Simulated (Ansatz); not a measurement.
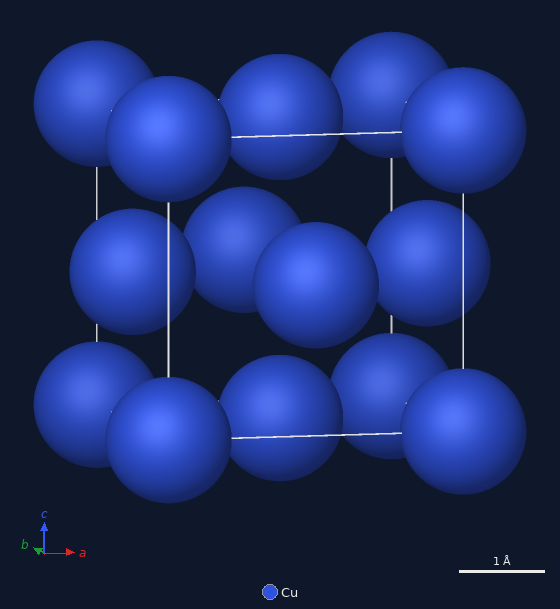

The starting point is crystalline Cu (set up in Fm-3m). Style: spheres-only. Shown: the conventional cell (4 times the calculation's cell), slightly off an axis. Lengths and directions refer to the drawn axes.

These are results of DFT, r2SCAN, PAW with Ansatz's default frozen-core files, scalar-relativistic (Ansatz), not measurements. (plane-wave cutoff 500 eV; k-point mesh 17 × 17 × 17; occupations fermi dirac; smearing width 0.05 eV; no spin polarisation)

Change: All lengths are scaled by −1.7 % (volume −5.0 %), the atoms keeping their fractional coordinates. No relaxation follows.

Question: What is the effect?

Answer: Near-neighbour distances before and after: Cu–Cu 2.530 → 2.487 Å. The space group stays Fm-3m (No. 225). It costs 15.0 meV per atom. The pressure goes from −0.3 to 9.2 GPa. All forces vanish by symmetry.

The changed structure in the same view:

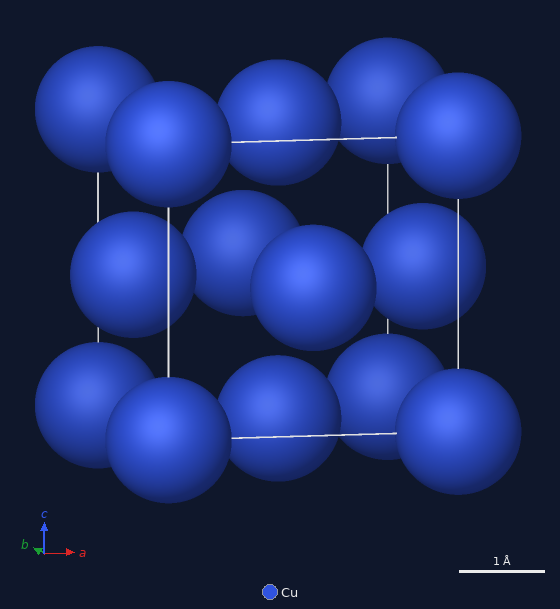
